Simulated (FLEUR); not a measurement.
System: Pt (space group P6_3/mmc).

Method: all-electron LAPW DFT, no spin polarisation; energies at scaled volumes of the given cell, shape and fractions fixed, counted from the fit's minimum, third-order Birch-Murnaghan fit (FLEUR MaX-R8.1 (later development tree)). All runs: no spin polarisation.

```
       setting         value
        k mesh       11×11×6
   occupations   Fermi–Dirac
smearing width       0.05 eV
    potentials  all electron
```

Predict the energy against volume, with one curve for each functional. The cases: SCAN; LDA.

The fitted equilibrium volumes, smallest first, are LDA 14.874, SCAN 15.075 Å³/atom. The fitted bulk moduli, smallest first, are SCAN 286.6, LDA 301.0 GPa.

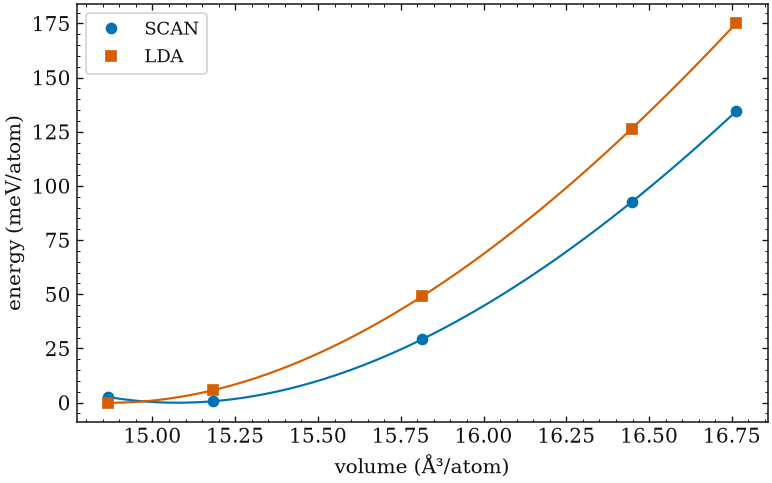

Keep in mind: the fit and the printed pressures don't fully agree, or the minimum lies near the end of the range (LDA); spin-orbit coupling left out, heavy elements; shape and atomic fractions are frozen while scaling, which makes layered, chain and framework solids too stiff.
